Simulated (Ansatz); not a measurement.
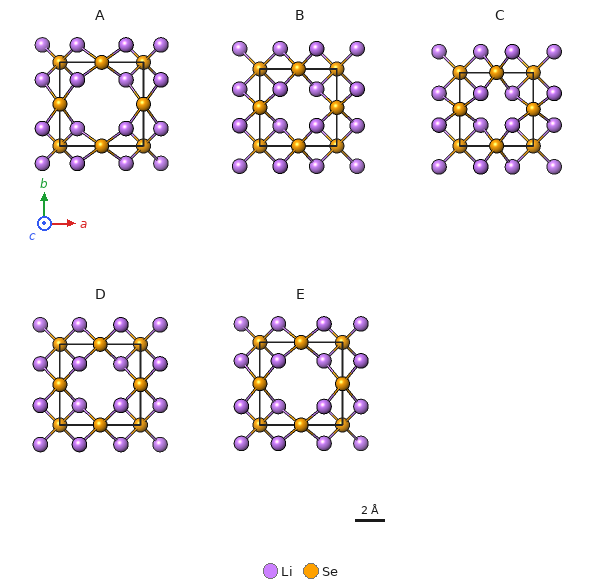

5 geometries from one relaxation of crystalline Li4Se3 (a generated structure, set up in P-43m) (coarse preliminary run), in shuffled order. Style: ball-and-stick. Shown: the cell of the calculation, along the c axis.

Computed with DFT PBE, scalar-relativistic, plane waves, PAW in Ansatz 0.2.0. Set-up: plane-wave cutoff 420 eV; k-point mesh 4 × 4 × 4; occupations gaussian; smearing width 0.1 eV; no spin polarisation; cell and atoms relaxed; force threshold 0.04 eV/Å; at most 70 steps.

### Order the frames from highest to lowest energy.

C, B, D, E, A. They are steps 0, 1, 2, 3, 6, at +0.987 eV per cell of the calculation, +0.405 eV per cell of the calculation, +0.139 eV per cell of the calculation, +57.3 meV per cell of the calculation relative to the last. The largest moves relative to the cell, 0.78 Å, are those of Li atoms. Se stays in place. The drawn cell changes as follows: a = b = c 5.221 → 5.944 Å (+13.9 %); the volume changes by +47.6 %. Some distances before and after: Li–Se 2.382 → 2.465 Å. Bond angles that change, for instance: Li–Se–Li 123.6° → 90.8°, Li–Se–Li 102.9° → 119.5°, Se–Li–Se 101.6° → 117.0°. The space group stays P-43m (No. 215). Over 5 accepted moves (6 points after the start) the energy falls by 0.987 eV per cell of the calculation. Largest force component: 0.15 eV/Å at the start, 0.014 eV/Å at the end. Pressure: 4.55 GPa at the start and 0.30 GPa at the end. At 1 point the geometry stayed and the basis and grid were re-selected for the new cell (energy shift of 19.7 meV per cell of the calculation at most each time). The run took 27 s on 1 thread of Intel(R) Xeon(R) Platinum 8488C (Sapphire Rapids), with other jobs on the host, peak memory 0.47 GiB.
